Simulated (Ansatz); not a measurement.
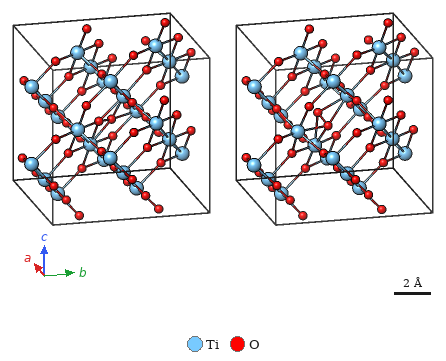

Two geometries of a defect cell of composition Ti24O49 (cell charge −2), drawn at one scale. One is the start of a relaxation, the other its converged end. A ball-and-stick model of the cell of the calculation, reduced to other axes (origin shifted), seen from a free direction. Lengths and directions refer to the drawn axes.

Level of theory: DFT, PBEsol, PAW, plane waves (Ansatz). Settings: plane-wave cutoff 420 eV; k-point mesh 1 × 1 × 1; mesh shifted by (0.25, 0.25, 0.25); collinear spin; atoms relaxed in a fixed cell; force threshold 0.03 eV/Å; at most 80 steps.

### Which one is relaxed?

The right one is the relaxed one. The atoms of the start lie slightly off their symmetric places, so part of the fall in energy undoes that. An O atom moves most: 1.11 Å along [3 −3 1]. Largest moves by element: O 1.11 Å, Ti 0.22 Å. The cell doesn't change. Among the contacts that change: O–Ti 2.245 → 3.252 Å, O–Ti 1.908 → 2.189 Å, O–Ti 1.791 → 2.006 Å, Ti–Ti 2.928 → 3.074 Å. Bonds break, among them: O–Ti (2.25 → 3.25 Å). Among the angles between lasting bonds that change: Ti–O–O 168.1° → 98.7°, Ti–O–Ti 148.7° → 127.9°, Ti–O–Ti 129.6° → 113.0°. After 16 geometry steps the energy has fallen by 5.730 eV per cell of the calculation. The largest force component goes from 7.2 to 0.022 eV/Å.

Limits of the set-up: the cell is charged, on a uniform background, and energies carry no finite-size correction.
